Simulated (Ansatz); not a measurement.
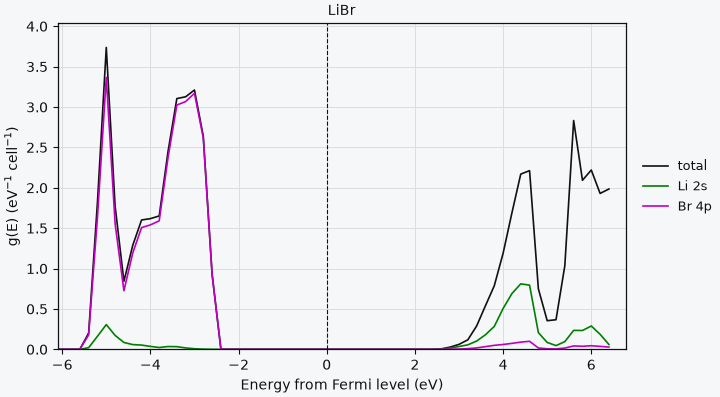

Density of states. Energies are counted from the Fermi level. The partial curves are projected on Löwdin-orthogonalised atomic shells; they sum to less than the total at higher energies, where shells without a projector contribute.

Calculation on LiBr, space group Fm-3m (No. 225), 2 atoms in the cell; a = 3.88 Å, b = 3.88 Å, c = 3.88 Å, α = 60.00°, β = 60.00°, γ = 60.00°.

Ansatz 0.2.0; DFT, PBE, PAW with Ansatz's default frozen-core files, scalar-relativistic, no spin polarisation, 8×8×8 k mesh, Fermi-Dirac smearing of 0.03 eV.

Question: Is there a gap at the Fermi level, and how wide?

Answer: There is a gap; over the k points computed it is 4.96 eV.

Question: Which states form the top of the valence band?

Answer: By projected weight, the top eV of the valence band is Br 4p almost alone.

Question: How wide is the upper valence band?

Answer: The upper group of valence states starts about 2.9 eV under the valence-band top (which lies at −2.5 eV on this axis), with a gap beneath it; it holds about 6 electrons a cell.
